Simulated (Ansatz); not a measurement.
System: a (001) slab cut from PtSe₂ (P-3m1), unrelaxed, ended by Se planes, 6 atoms in the cell.

```yaml
crystal:
  lattice:
    - [3.76031, 0.00000, 0.00000]
    - [-1.88015, 3.25652, 0.00000]
    - [0.00000, 0.00000, 22.39970]
  atoms:
    - { symbol: Se, position: [0.66667, 0.33333, 0.33483] }
    - { symbol: Pt, position: [0.00000, 0.00000, 0.39144] }
    - { symbol: Se, position: [0.33333, 0.66667, 0.44806] }
    - { symbol: Se, position: [0.66667, 0.33333, 0.55194] }
    - { symbol: Pt, position: [0.00000, 0.00000, 0.60856] }
    - { symbol: Se, position: [0.33333, 0.66667, 0.66517] }
```

Computed with Ansatz: DFT PBEsol, scalar-relativistic, plane waves, PAW, no spin polarisation, 9×9×1 k mesh, Gaussian smearing of 0.1 eV.

What does the potential across the slab give for the band edges against vacuum?

From the vacuum level at the right face the ionisation potential is 4.84 eV and the electron affinity 4.51 eV; the left face gives the same. The slab's gap, their difference before rounding, is 0.33 eV. The two vacuum levels agree, so the slab has no net dipole along its normal. The outermost atoms are 7.4 Å apart, which leaves 15.0 Å of vacuum in a cell 22.4 Å high.

Spin-orbit coupling is left out, which matters for Pt.

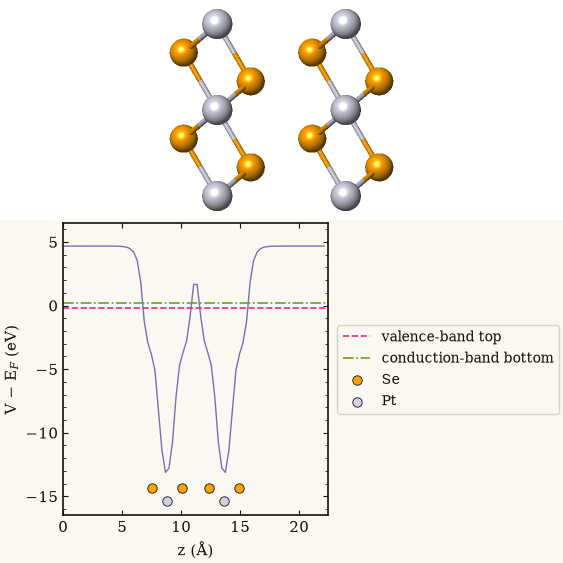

Plane-averaged electrostatic potential energy of an electron across the slab; circles at the bottom mark the heights of the atoms. The structure is drawn too.
